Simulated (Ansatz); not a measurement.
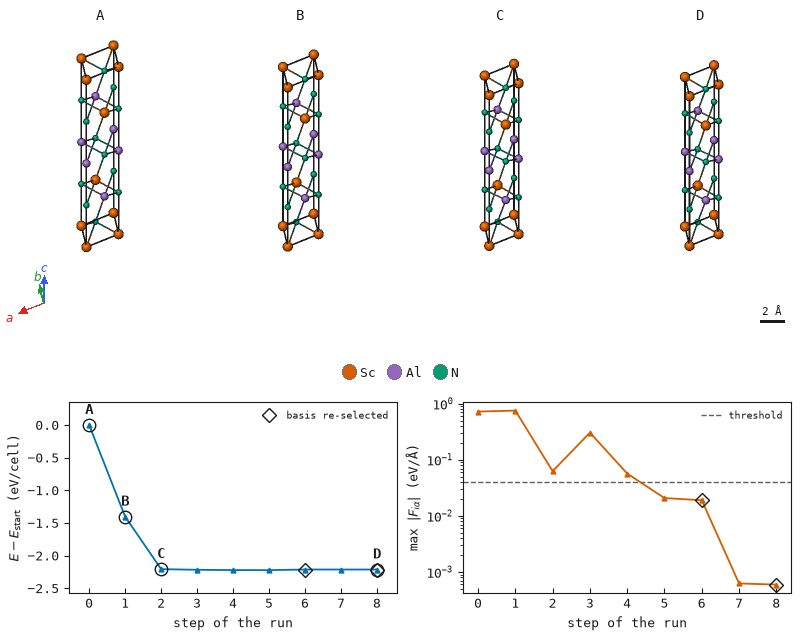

Frames of a relaxation of a crystal of ScAlN$_{2}$ (a generated structure, set up in R-3m) (coarse preliminary run), marked on the history of the run. The picture is a ball-and-stick view of the conventional cell (3 times the calculation's cell), seen from a free direction. Lengths and directions refer to the drawn axes.

Theory: DFT PBE, scalar-relativistic, plane waves, PAW (Ansatz 0.2.0). Settings: plane-wave cutoff 420 eV; k-point mesh 6 × 6 × 6; occupations gaussian; smearing width 0.1 eV; no spin polarisation; cell and atoms relaxed; force threshold 0.04 eV/Å; at most 70 steps.

What happens along the run?

The largest moves relative to the cell, 0.096 Å, are those of N atoms. Al and Sc stay in place. The volume changes by −27.0 %, with a = b 3.381 → 3.056 Å (−9.6 %), c 16.562 → 14.805 Å (−10.6 %). Among the contacts that change: Sc–Sc 3.381 → 3.056 Å, Al–N 2.391 → 2.100 Å, N–Sc 2.391 → 2.209 Å. Bond angles that change, for instance: Sc–N–Al 180.0° → 175.8°, Al–N–Al 90.0° → 93.4°, N–Al–N 90.0° → 86.6°. The space group stays R-3m (No. 166). After 6 accepted moves (8 points after the start) the energy has fallen by 2.212 eV per cell of the calculation. Largest force component: 0.73 eV/Å at the start, 0.0006 eV/Å at the end. The pressure goes from −34.61 to 0.00 GPa. The SCF was repeated twice at an unchanged geometry on a basis and grid sized afresh for the cell, which shifted the energy by 9.3 meV per cell of the calculation at most. Cost: 8.9 s on 1 thread of Intel(R) Xeon(R) 6975P-C (Granite Rapids) (shared host), peak memory 0.39 GiB. From step 0 to 1: N atoms move most (0.03 Å), volume −12.6 %, energy −1.403 eV per cell of the calculation. From step 1 to 2: N atoms move most (0.07 Å), volume −14.5 %, energy −0.803 eV per cell of the calculation. From step 2 to 8: volume −2.3 %, energy −5.9 meV per cell of the calculation.

```csv
step,"E − E(0), meV/atom","largest force component, eV/Å","pressure, GPa","volume, Å³/atom",note
0,0.00,0.7253,-34.61,13.661,
1,-350.66,0.7543,-26.03,11.942,
2,-551.44,0.0627,-4.54,10.215,
3,-553.94,0.3050,1.30,9.948,
4,-555.09,0.0569,0.42,9.976,
5,-555.21,0.0208,0.03,9.995,
6,-552.87,0.0190,-0.40,9.995,"same geometry, new basis"
7,-552.96,0.0006,0.00,9.977,
8,-552.91,0.0006,0.00,9.977,"same geometry, new basis"
```
